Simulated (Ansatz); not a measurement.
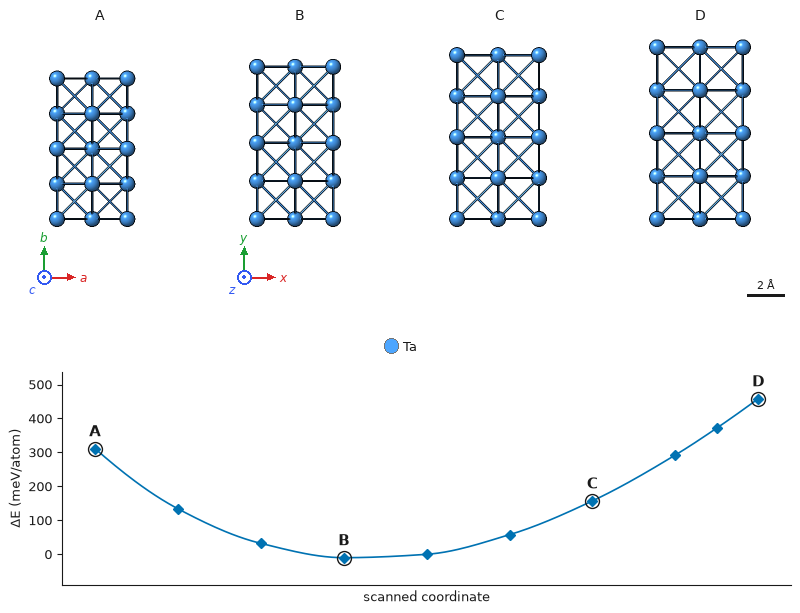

Frames of a one-coordinate scan of solid Ta (Fm-3m). x, y and z are the Cartesian axes of the input. The picture is a ball-and-stick view of the conventional cell (4 times the calculation's cell), repeated 1 × 2 × 2 with one cell outlined, seen along the c axis. Lengths and directions refer to the drawn axes.

Theory: DFT PBEsol, scalar-relativistic, plane waves, PAW in Ansatz. Settings: plane-wave cutoff 420 eV; k-point mesh 20 × 20 × 20; occupations gaussian; smearing width 0.15 eV; no spin polarisation. Energies (free energies at the smearing named) are counted from the cell as listed in its source, which wasn't relaxed.

Q: What is being scanned?

A: The cell is strained equally along x and y, with the atoms kept at their fractional coordinates. In the frames the strain is −0.10 (A), −0.025 (B), 0.05 (C), 0.10 (D). Of the computed points the lowest is at the strain −0.025, −10 meV/atom. The end points stand at 311 meV/atom (−0.10) and 458 meV/atom (0.10). The unrelaxed reference is under a pressure of −5.9 GPa, which tilts the curve. The distortion takes the space group from Fm-3m to I4/mmm. At the strain −0.10 the cell of the drawing goes a 4.220 → 3.798 Å, b 4.220 → 3.798 Å.
